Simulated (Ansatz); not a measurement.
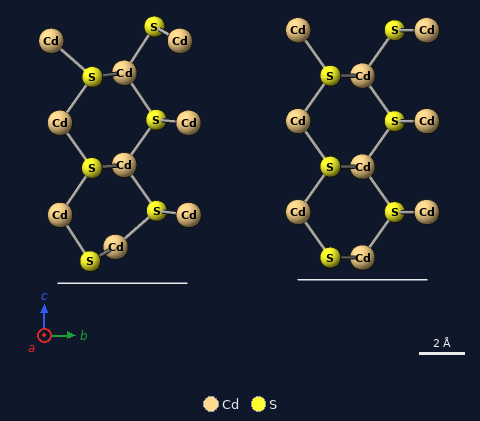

Two geometries of a slab of composition CdS (cut from the F-43m phase), drawn at one scale. One is the start of a relaxation, the other its converged end. A ball-and-stick model of the 2 × 1 repeat of the cell, outlined in the plane, without the vacuum, seen along the a axis.

All numbers below come from Ansatz 0.2.0, DFT PBEsol, scalar-relativistic, plane waves, PAW. Set-up: plane-wave cutoff 420 eV; k-point mesh 7 × 5 × 1; occupations gaussian; smearing width 0.05 eV; no spin polarisation; dipole correction; atoms relaxed in a fixed cell; force threshold 0.02 eV/Å; at most 60 steps.

Q: Which one is relaxed?

A: The left one is the relaxed one. Case: (1 1 0) slab, atoms relaxed. The slab is the (1 1 0) face of CdS. Over 5 geometry steps the energy falls by 0.819 eV per cell of the calculation. Largest force component: 0.97 eV/Å at the start, 0.016 eV/Å at the end. The largest moves relative to the layer's centre, 0.58 Å, are those of Cd atoms. Largest moves by element: Cd 0.58 Å, S 0.17 Å. The lattice vectors keep their values. Some distances before and after: Cd–S 2.522 → 2.447 Å, Cd–S 2.522 → 2.474 Å, Cd–S 2.522 → 2.569 Å, Cd–S 2.522 → 2.546 Å. Bond angles that change, for instance: Cd–S–Cd 109.5° → 91.9°, Cd–S–Cd 109.5° → 96.1°, S–Cd–S 109.5° → 121.9°. The run took about 8 core-minutes on a shared host.
